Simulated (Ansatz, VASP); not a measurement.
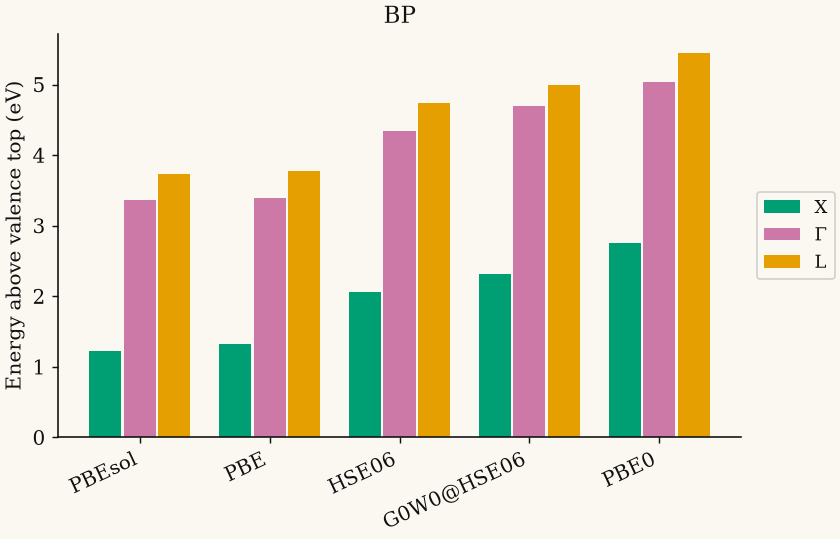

Lowest conduction level at each named k point, counted from the valence-band top at Γ, by several methods on one cell of zincblende BP, space group F-43m, 2 atoms in the primitive cell, relaxed with r2SCAN; cubic a = 4.537 Å. All runs are without spin-orbit coupling and carry no moments. In some of the methods the smallest gap lies off these points.

```
    method  program  X (eV)  Γ (eV)  L (eV)
    PBEsol     VASP    1.22    3.36    3.74
       PBE   Ansatz    1.33    3.40    3.78
     HSE06   Ansatz    2.06    4.34    4.74
G0W0@HSE06   Ansatz    2.32    4.70    4.99
      PBE0   Ansatz    2.76    5.03    5.45
```

Estimate the G0W0@PBE0 values. It was run as: PBE0, Ansatz PAW set, 6×6×6 k mesh, 420 eV cutoff, fixed occupations (Ansatz 0.2.0), G0W0 with empty bands 128, screening cutoff 180 eV and frequency treatment contour deformation.

It starts from PBE0, whose row gives 2.76 eV at X. G0W0@PBE0 gives 2.47 eV at X, 4.86 eV at Γ and 5.15 eV at L, which is −0.29 eV from PBE0 at X.

Does G0W0@PBE0 shift these levels rigidly from PBE0?

The shifts are −0.29 eV at X, −0.17 eV at Γ and −0.30 eV at L: a spread of 0.13 eV on a mean of −0.25 eV, so one shift describes them only roughly.

How do the methods rank at X?

From low to high: PBEsol 1.22, PBE 1.33, HSE06 2.06, G0W0@HSE06 2.32, G0W0@PBE0 2.47, PBE0 2.76 eV.

Settings. PBEsol: VASP PAW recommended PBE set, 10×10×10 k mesh, 520 eV cutoff, Gaussian smearing of 0.01 eV (VASP). PBE: Ansatz PAW set, 10×10×10 k mesh, 420 eV cutoff, Fermi-Dirac smearing of 0.02 eV (Ansatz 0.2.0). HSE06: Ansatz PAW set, 6×6×6 k mesh, 420 eV cutoff, fixed occupations (Ansatz 0.2.0). G0W0@HSE06: HSE06, Ansatz PAW set, 6×6×6 k mesh, 420 eV cutoff, fixed occupations (Ansatz 0.2.0), G0W0 with empty bands 128, screening cutoff 180 eV and frequency treatment contour deformation. PBE0: Ansatz PAW set, 6×6×6 k mesh, 420 eV cutoff, fixed occupations (Ansatz 0.2.0).

These are six of the 13 methods that were run on this cell. The runs come from different programs and meshes, which adds differences of its own. PBEsol, HSE06, G0W0@HSE06, G0W0@PBE0 and PBE0: the PAW data sets were made with another functional. LDA, GGA and most meta-GGA functionals understate gaps. HSE06 and PBE0: the k mesh is thin for exact exchange. G0W0@HSE06 and G0W0@PBE0: the k mesh is thin for GW. Over all k points computed the smallest gap is 1.13 eV in PBEsol, 1.24 eV in PBE, 1.96 eV in HSE06 and 2.66 eV in PBE0. The GW values are at finite bands, cutoffs and mesh, short of the basis limit.
